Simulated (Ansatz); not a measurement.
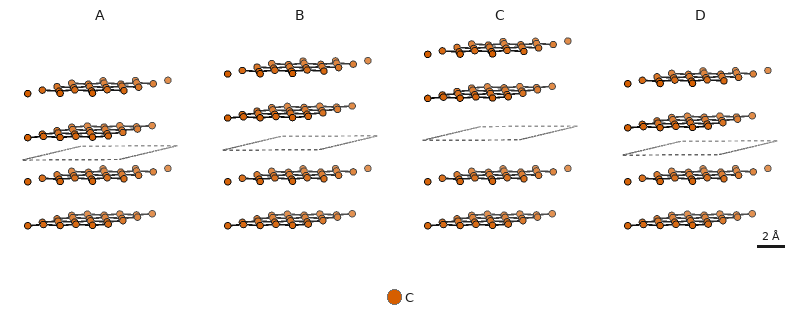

A crystal of C (P6_3/mmc): the crystal is pulled apart rigidly along the normal of the (0 0 1) plane of the conventional cell, at a cut between a plane of C below and one of C above, 3.37 Å apart. One cut stands in each cell, which starts 13.5 Å high; nothing is relaxed, and the dashed outline marks the cut. Style: ball-and-stick. Shown: the layers on both sides of the cut, from the side, nearly along the cut plane.

The calculation used DFT PBE+D3(BJ), scalar-relativistic, plane waves, PAW in Ansatz. Settings: plane-wave cutoff 420 eV; k-point mesh 22 × 22 × 4; occupations gaussian; smearing width 0.15 eV; no spin polarisation. Energies (free energies at the smearing named) are counted from the relaxed crystal.

**Order these geometries by energy, lowest first.**

Lowest first: A (the opening 0.00 Å, 0.000 J/m²), D (the opening 0.75 Å, 0.113 J/m²), B (the opening 1.50 Å, 0.222 J/m²), C (the opening 3.00 Å, 0.313 J/m²). Over the whole scan: at the widest opening, 6.00 Å, the energy has risen by 0.313 J/m², where the curve has levelled off: this is the ideal work of separation, the sum of the two unrelaxed surface energies of a slab 13.5 Å thick. The steepest rise lies between 0.50 Å and 0.75 Å, with a mean traction of about 1.9 GPa. Pressing the cut together by 0.30 Å costs 0.070 J/m².
